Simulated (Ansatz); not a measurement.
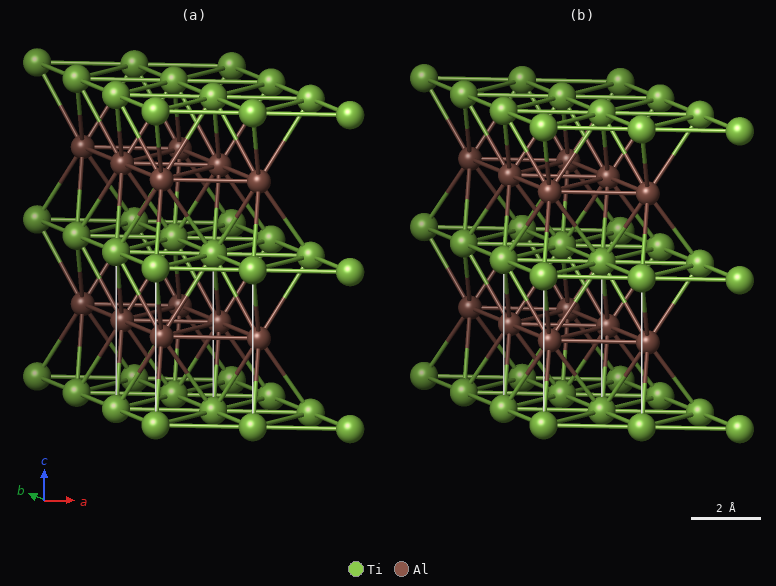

Left: a symmetric starting cell of TiAl. Right: the same structure after one change, at the same scale. The picture is a ball-and-stick view of the cell of the calculation, repeated 2 × 3 × 2 with one cell outlined, seen slightly off an axis.

The calculation used Ansatz, DFT LDA, scalar-relativistic, plane waves, PAW. (plane-wave cutoff 420 eV; k-point mesh 18 × 18 × 10; occupations gaussian; smearing width 0.1 eV; no spin polarisation)

> What distinguishes the right structure from the left one?

The cell is strained by −5.1 % along c and +0.9 % across it (volume −3.5 %), the atoms keeping their fractional coordinates. No relaxation follows. The starting cell wasn't computed here and needn't be at equilibrium, so pressure and forces aren't due to the change alone.

> How do the computed properties respond?

Some distances before and after: Al–Ti 2.866 → 2.777 Å, Ti–Ti 2.867 → 2.892 Å, Al–Al 2.867 → 2.892 Å. The space group stays P-6m2 (No. 187). The pressure is −1.4 GPa (not all of it need come from the change, since the unchanged cell can be under pressure at this level too). The principal stresses (compression positive) are 3.6 GPa along c and −3.9 GPa across it. All forces vanish by symmetry.
